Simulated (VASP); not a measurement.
## Band edges against the vacuum: CdSe(110)

Aim: ionisation energy and electron affinity of CdSe(110), from a slab and a bulk run lined up through core potentials. The cell is generated by rule, not measured, and may not be a known phase.

Program: VASP 6.6.1. Level of theory: PBEsol; plane waves and PAW (Cd, Se), in the first sound run; inputs show where later runs differ. Results are calculated unless marked as measured.

**1. The starting structure**

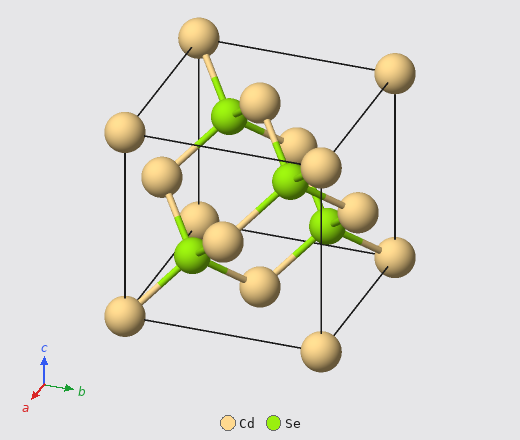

Start, viewed from a free direction; cadmium orange, selenium green. This picture shows the conventional cell, with its axes. Bonds to atoms that aren't drawn are left out. Some periodic images of atoms are drawn too.

Structure file:

```xyz
2
Lattice="0.0000 3.0250 3.0250 3.0250 0.0000 3.0250 3.0250 3.0250 0.0000" Properties=species:S:1:pos:R:3 pbc="T T T"
Cd    0.0000    0.0000    0.0000
Se    1.5125    1.5125    1.5125
```

**2. Relaxing the bulk crystal**

First cell and atoms are relaxed at a raised cutoff, so that later runs start from this functional's own cell.

The input, INCAR:

```
SYSTEM = CdSe
PREC = Accurate
ENCUT = 360
EDIFF = 1E-06
NELM = 120
ISMEAR = 0
SIGMA = 0.03
LREAL = .FALSE.
ALGO = Normal
GGA = PS
NBANDS = 15
LORBIT = 11
LWAVE = .FALSE.
LCHARG = .FALSE.
KPAR = 4
LASPH = .TRUE.
IBRION = 2
NSW = 40
ISIF = 3
EDIFFG = -0.02
POTIM = 0.4
```

The input, POSCAR:

```
CdSe
1.0
    0.0000000000      3.0250000000      3.0250000000
    3.0250000000      0.0000000000      3.0250000000
    3.0250000000      3.0250000000      0.0000000000
Cd Se
1 1
Direct
    0.0000000000      0.0000000000      0.0000000000
    0.2500000000      0.2500000000      0.2500000000
```

The input, KPOINTS:

```
Automatic mesh
0
Gamma
5 5 5
0 0 0
```

The projector-augmented-wave data sets are Cd and Se (PBE family, release 64).

Launch:

```sh
> mpirun -np 4 vasp_std
```

Log:

```text
[banner, memory and clock lines left out]
running    4 mpi-ranks, on    1 nodes
 distrk:  each k-point on    1 cores,    4 groups
 distr:  one band on    1 cores,    1 groups

 POSCAR found type information on POSCAR CdSe
 POSCAR found :  2 types and       2 ions
|                                                                             |
|               ----> ADVICE to this user running VASP <----                  |
|                                                                             |
|     You enforced a specific xc type in the INCAR file but a different       |
|     [... a line on the potential file left out ...]
|     I HOPE YOU KNOW WHAT YOU ARE DOING!                                     |
|                                                                             |

 LDA part: xc-table for (Slater+PW92), standard interpolation
 POSCAR, INCAR and KPOINTS ok, starting setup
 FFT: planning ... GRIDC
 FFT: planning ... GRID_SOFT
 FFT: planning ... GRID
 WAVECAR not read
 entering main loop
       N       E                     dE             d eps       ncg     rms          rms(c)
DAV:   1     0.864247927160E+02    0.86425E+02   -0.72850E+03   308   0.800E+02
DAV:   2    -0.333667063265E+01   -0.89761E+02   -0.85209E+02   377   0.230E+02
DAV:   3    -0.652882231972E+01   -0.31922E+01   -0.31891E+01   349   0.457E+01
DAV:   4    -0.654006845635E+01   -0.11246E-01   -0.11246E-01   398   0.270E+00
DAV:   5    -0.654013117515E+01   -0.62719E-04   -0.62719E-04   363   0.177E-01    0.632E+00
DAV:   6    -0.618150399362E+01    0.35863E+00   -0.58440E-01   428   0.104E+01    0.506E+00
DAV:   7    -0.615616953037E+01    0.25334E-01   -0.14437E-01   307   0.269E+00    0.223E+00
DAV:   8    -0.615485033129E+01    0.13192E-02   -0.14532E-02   321   0.157E+00    0.231E-01
DAV:   9    -0.615472434145E+01    0.12599E-03   -0.16016E-03   342   0.573E-01    0.456E-02
DAV:  10    -0.615474222269E+01   -0.17881E-04   -0.17011E-04   342   0.181E-01    0.379E-02
DAV:  11    -0.615476720498E+01   -0.24982E-04   -0.45764E-05   321   0.506E-02    0.155E-02
DAV:  12    -0.615476666752E+01    0.53746E-06   -0.24833E-06   322   0.228E-02
   1 F= -.61547667E+01 E0= -.61547667E+01  d E =-.615477E+01
 curvature:   0.00 expect dE= 0.000E+00 dE for cont linesearch  0.000E+00
 trial: gam= 0.00000 g(F)=  0.100E-45 g(S)=  0.492E-02 ort = 0.000E+00 (trialstep = 0.100E+01)
 search vector abs. value=  0.492E-02
 bond charge predicted
       N       E                     dE             d eps       ncg     rms          rms(c)
DAV:   1    -0.620475536934E+01   -0.49988E-01   -0.90667E-01   321   0.116E+01    0.168E+00
DAV:   2    -0.616211434155E+01    0.42641E-01   -0.94566E-02   321   0.448E+00    0.572E-01
DAV:   3    -0.615756024990E+01    0.45541E-02   -0.10073E-02   356   0.108E+00    0.496E-01
DAV:   4    -0.615700999520E+01    0.55025E-03   -0.84249E-04   307   0.229E-01    0.834E-02
DAV:   5    -0.615698223508E+01    0.27760E-04   -0.13356E-04   370   0.168E-01    0.201E-02
DAV:   6    -0.615698089948E+01    0.13356E-05   -0.24827E-05   307   0.668E-02    0.938E-03
DAV:   7    -0.615698174581E+01   -0.84633E-06   -0.15430E-06   272   0.997E-03
   2 F= -.61569817E+01 E0= -.61569817E+01  d E =-.221508E-02
 trial-energy change:   -0.002215  1 .order   -0.002173   -0.004922    0.000576
 step:   0.8994(harm=  0.8952)  dis= 0.00000  next Energy=    -6.157011 (dE=-0.224E-02)
 reached required accuracy - stopping structural energy minimisation
```

Wall time 8.6 s (4 MPI ranks of Intel Xeon Platinum 8488C (Sapphire Rapids), shared host); peak memory 0.59 GiB.

Lines that name or quote the potential files are left out of all logs, and their timing lines are given in words.

Parts of OUTCAR (step 2):

```text
ion  position               nearest neighbor table
   1  0.000  0.000  0.000-   2 2.62   2 2.62   2 2.62   2 2.62
   2  0.250  0.250  0.250-   1 2.62   1 2.62   1 2.62   1 2.62

  LATTYP: Found a face centered cubic cell.
 ALAT       =     6.0500000000

 Subroutine GETGRP returns: Found 24 space group operations
 (whereof 24 operations were pure point group operations)

The static configuration has the point symmetry T_d .

 Found     10 irreducible k-points:

   k-points           NKPTS =     10   k-points in BZ     NKDIM =     10   number of bands    NBANDS=     15

   dimension x,y,z NGX =    28 NGY =   28 NGZ =   28
   dimension x,y,z NGXF=    56 NGYF=   56 NGZF=   56

   ENCUT  =  360.0 eV  26.46 Ry    5.14 a.u.   6.62  6.62  6.62*2*pi/ulx,y,z

   NELECT =      18.0000    total number of electrons

 k-points in reciprocal lattice and weights: Automatic mesh
   0.00000000  0.00000000  0.00000000       0.008
   0.20000000  0.00000000  0.00000000       0.064
   0.40000000  0.00000000  0.00000000       0.064
   0.20000000  0.20000000  0.00000000       0.048
   0.40000000  0.20000000  0.00000000       0.192
  -0.40000000  0.20000000  0.00000000       0.192
  -0.20000000  0.20000000  0.00000000       0.096
   0.40000000  0.40000000  0.00000000       0.048
  -0.40000000  0.40000000  0.00000000       0.096
  -0.40000000  0.40000000  0.20000000       0.192

 average (electrostatic) potential at core
       1 -39.8744       2 -56.4157

 E-fermi :   0.9740

 k-point     1 :       0.0000    0.0000    0.0000
  band No.  band energies     occupation
    ...
      5      -6.7133      2.00000
      6      -6.7133      2.00000
      7       0.8185      2.00000
      8       0.8185      2.00000
      9       0.8185      2.00000
     10       1.2896      0.00000
     11       6.6620      0.00000
     12       6.6620      0.00000
     13       6.6620      0.00000
     14      10.4007      0.00000
    ...

 k-point     2 :       0.2000    0.0000    0.0000
  band No.  band energies     occupation
    ...
      5      -6.7139      2.00000
      6      -6.7139      2.00000
      7      -1.3262      2.00000
      8       0.5284      2.00000
      9       0.5284      2.00000
     10       2.8244      0.00000
     11       6.4646      0.00000
     12       7.0811      0.00000
     13       7.0811      0.00000
     14      10.7793      0.00000
    ...

 k-point     3 :       0.4000    0.0000    0.0000
  band No.  band energies     occupation
    ...
      5      -6.6951      2.00000
      6      -6.5484      2.00000
      7      -3.2873      2.00000
      8       0.1224      2.00000
      9       0.1224      2.00000
     10       3.1115      0.00000
     11       7.2056      0.00000
     12       7.2056      0.00000
     13       7.7659      0.00000
     14      10.4895      0.00000
    ...

  Total       -0.0341295     -0.0341295     -0.0341295      0.0000000      0.0000000     -0.0000000
  in kB       -0.9712339     -0.9712339     -0.9712339      0.0000000      0.0000000     -0.0000000
  external PRESSURE =      -0.9712339 kB  Pullay stress =       0.0000000 kB

  energy-cutoff  :      360.00
  volume of cell :       56.30
      direct lattice vectors                 reciprocal lattice vectors
    -0.000000000  3.042020813  3.042020813    -0.164364424  0.164364424  0.164364424
     3.042020813  0.000000000  3.042020813     0.164364424 -0.164364424  0.164364424
     3.042020813  3.042020813 -0.000000000     0.164364424  0.164364424 -0.164364424

 POSITION                                       TOTAL-FORCE (eV/Angst)
 -----------------------------------------------------------------------------------
      3.04202      0.00000      3.04202        -0.000000     -0.000000     -0.000000
      1.52101      1.52101      1.52101         0.000000      0.000000      0.000000
 -----------------------------------------------------------------------------------
    total drift:                               -0.000001     -0.000001     -0.000001

  FREE ENERGIE OF THE ION-ELECTRON SYSTEM (eV)
  ---------------------------------------------------
  free  energy   TOTEN  =        -6.1569817458 eV

  energy  without entropy=       -6.1569817458  energy(sigma->0) =       -6.15698175

 reached required accuracy - stopping structural energy minimisation

 total charge
# of ion       s       p       d       tot
------------------------------------------
    1        0.447   0.318   9.537  10.303
    2        1.444   2.380   0.022   3.846
--------------------------------------------------
tot          1.891   2.698   9.559  14.149

[... 3 further parts left out ...]
```

The PAW data sets were made with PBE, which is usual practice but a small mismatch for other functionals. The run keeps the 24 symmetry operations of its start, so it cannot find a distortion of lower symmetry.

Relaxation path:

```csv
step,energy less that of the first step (eV),largest force (eV/Å),pressure (GPa),volume (Å³)
1,0.0000,0.0000,0.84,55.36
2,-0.0022,0.0000,-0.10,56.30
```

```csv
"conventional cell, symmetrised",before,after,change
a (Å),6.050,6.084,+0.6 %
b (Å),6.050,6.084,+0.6 %
c (Å),6.050,6.084,+0.6 %
volume (Å³/atom),27.68,28.15,+1.7 %
```

Final coordinates:

```cif
data_structure
_symmetry_space_group_name_H-M 'P 1'
_symmetry_Int_Tables_number 1
_cell_length_a 4.3021
_cell_length_b 4.3021
_cell_length_c 4.3021
_cell_angle_alpha 60.000
_cell_angle_beta 60.000
_cell_angle_gamma 60.000
_cell_volume 56.30
loop_
_atom_site_label
_atom_site_type_symbol
_atom_site_fract_x
_atom_site_fract_y
_atom_site_fract_z
_atom_site_occupancy
Cd1 Cd 0.00000 0.00000 0.00000 1
Se2 Se 0.25000 0.25000 0.25000 1
```

Numbers from this step:

```
electronic cycles   : 19
electrons           : 18
free energy (TOTEN) : -6.157 eV
Fermi energy        : 0.974 eV
```

The run ended after 2 ionic steps, 0.002 eV below its first step, once forces and stress met EDIFFG = -0.02.

**3. Band edges of the bulk**

A static bulk run at the slab's cutoff gives the band edges and the core potentials that tie them to the slab.

The input, INCAR:

```
SYSTEM = CdSe
PREC = Normal
ENCUT = 320
EDIFF = 1E-06
NELM = 120
ISMEAR = 0
SIGMA = 0.03
LREAL = .FALSE.
ALGO = Normal
GGA = PS
NBANDS = 15
LORBIT = 11
LWAVE = .FALSE.
LCHARG = .FALSE.
KPAR = 4
LASPH = .TRUE.
```

The input, POSCAR:

```
CdSe
1.0
    0.0000000000      3.0420208128      3.0420208128
    3.0420208128      0.0000000000      3.0420208128
    3.0420208128      3.0420208128      0.0000000000
Cd Se
1 1
Direct
    0.0000000000      0.0000000000      0.0000000000
    0.2500000000      0.2500000000      0.2500000000
```

The input, KPOINTS:

```
Automatic mesh
0
Gamma
12 12 12
0 0 0
```

Launch:

```sh
> mpirun -np 4 vasp_std
```

Log:

```text
[banner, memory and clock lines left out]
running    4 mpi-ranks, on    1 nodes
 distrk:  each k-point on    1 cores,    4 groups
 distr:  one band on    1 cores,    1 groups

 POSCAR found type information on POSCAR CdSe
 POSCAR found :  2 types and       2 ions
 [... a notice as in an earlier step ...]

 LDA part: xc-table for (Slater+PW92), standard interpolation
 POSCAR, INCAR and KPOINTS ok, starting setup
 FFT: planning ... GRIDC
 FFT: planning ... GRID_SOFT
 FFT: planning ... GRID
 WAVECAR not read
 entering main loop
       N       E                     dE             d eps       ncg     rms          rms(c)
DAV:   1     0.752089411408E+02    0.75209E+02   -0.68491E+03  2272   0.723E+02
DAV:   2    -0.404254041863E+01   -0.79251E+02   -0.76336E+02  2699   0.215E+02
DAV:   3    -0.654729424317E+01   -0.25048E+01   -0.25016E+01  2454   0.398E+01
DAV:   4    -0.655628088470E+01   -0.89866E-02   -0.89864E-02  2909   0.230E+00
DAV:   5    -0.655633301597E+01   -0.52131E-04   -0.52131E-04  2503   0.156E-01    0.614E+00
DAV:   6    -0.620321378370E+01    0.35312E+00   -0.57724E-01  3077   0.991E+00    0.494E+00
DAV:   7    -0.617831343008E+01    0.24900E-01   -0.13305E-01  2405   0.255E+00    0.219E+00
DAV:   8    -0.617671305147E+01    0.16004E-02   -0.13079E-02  2517   0.144E+00    0.219E-01
DAV:   9    -0.617659084361E+01    0.12221E-03   -0.14338E-03  2650   0.521E-01    0.427E-02
DAV:  10    -0.617660974984E+01   -0.18906E-04   -0.14994E-04  2531   0.164E-01    0.370E-02
DAV:  11    -0.617663309195E+01   -0.23342E-04   -0.41353E-05  2412   0.470E-02    0.148E-02
DAV:  12    -0.617663256732E+01    0.52464E-06   -0.19670E-06  2123   0.193E-02
   1 F= -.61766326E+01 E0= -.61766326E+01  d E =-.120217E-14
```

Wall time 7 s (4 MPI ranks); peak memory 0.57 GiB.

Parts of OUTCAR (step 3):

```text
  LATTYP: Found a face centered cubic cell.
 ALAT       =     6.0840416256

The static configuration has the point symmetry T_d .

 Found     72 irreducible k-points:

   k-points           NKPTS =     72   k-points in BZ     NKDIM =     72   number of bands    NBANDS=     15

   dimension x,y,z NGX =    20 NGY =   20 NGZ =   20
   dimension x,y,z NGXF=    40 NGYF=   40 NGZF=   40

   ENCUT  =  320.0 eV  23.52 Ry    4.85 a.u.   6.27  6.27  6.27*2*pi/ulx,y,z

   NELECT =      18.0000    total number of electrons

 E-fermi :   0.9547

 k-point     1 :       0.0000    0.0000    0.0000
  band No.  band energies     occupation
    ...
      5      -6.7028      2.00000
      6      -6.7028      2.00000
      7       0.8080      2.00000
      8       0.8080      2.00000
      9       0.8080      2.00000
     10       1.2836      0.00000
     11       6.6589      0.00000
     12       6.6589      0.00000
     13       6.6589      0.00000
     14      10.3943      0.00000
    ...

 k-point     2 :       0.0833    0.0000    0.0000
  band No.  band energies     occupation
    ...
      5      -6.7034      2.00000
      6      -6.7034      2.00000
      7       0.0457      2.00000
      8       0.7487      2.00000
      9       0.7487      2.00000
     10       1.9538      0.00000
     11       6.5250      0.00000
     12       6.7570      0.00000
     13       6.7570      0.00000
     14      10.8106      0.00000
    ...

  Total        0.0574024      0.0574024      0.0574024      0.0000000     -0.0000000      0.0000000
  in kB        1.6335199      1.6335199      1.6335199      0.0000000     -0.0000000      0.0000000
  external PRESSURE =       1.6335199 kB  Pullay stress =       0.0000000 kB

  energy-cutoff  :      320.00
  volume of cell :       56.30
      direct lattice vectors                 reciprocal lattice vectors
     0.000000000  3.042020813  3.042020813    -0.164364424  0.164364424  0.164364424
     3.042020813  0.000000000  3.042020813     0.164364424 -0.164364424  0.164364424
     3.042020813  3.042020813  0.000000000     0.164364424  0.164364424 -0.164364424

 POSITION                                       TOTAL-FORCE (eV/Angst)
 -----------------------------------------------------------------------------------
      0.00000      0.00000      0.00000        -0.000000     -0.000000     -0.000000
      1.52101      1.52101      1.52101         0.000000      0.000000      0.000000
 -----------------------------------------------------------------------------------
    total drift:                               -0.000012     -0.000012     -0.000012

  FREE ENERGIE OF THE ION-ELECTRON SYSTEM (eV)
  ---------------------------------------------------
  free  energy   TOTEN  =        -6.1766325673 eV

  energy  without entropy=       -6.1766325673  energy(sigma->0) =       -6.17663257

 total charge
# of ion       s       p       d       tot
------------------------------------------
    1        0.450   0.318   9.525  10.293
    2        1.446   2.373   0.023   3.842
--------------------------------------------------
tot          1.896   2.691   9.548  14.135

[... 1 part as in an earlier step ...]

[... 7 further parts left out ...]
```

The gap is read on the k-mesh alone, so it is an upper bound where the band edges lie off the mesh.

Numbers from this step:

| Item | Value |
| --- | --- |
| electronic cycles | 12 |
| free energy (TOTEN) | -6.177 eV |
| Fermi energy | 0.9547 eV |
| metallic | no |
| gap on the k-mesh | 0.4756 eV |
| least direct gap on the k-mesh | 0.4756 eV |

(Continued in part 2 of 3.)

[Lines on the potential files, build, host, timing and source positions are cut from VASP's logs without a mark.]

[Logs are printed without paths, hosts, clocks, repeated set-up lines and the standing remarks that a program may print on its own settings, such as how far it seeks lower states.]

[Hosts, paths, dates, database ids (printed as entryN), source tags and the programs' standing remarks are cut or masked in the printed files.]

[Runs that stopped without an error message from VASP are left out.]
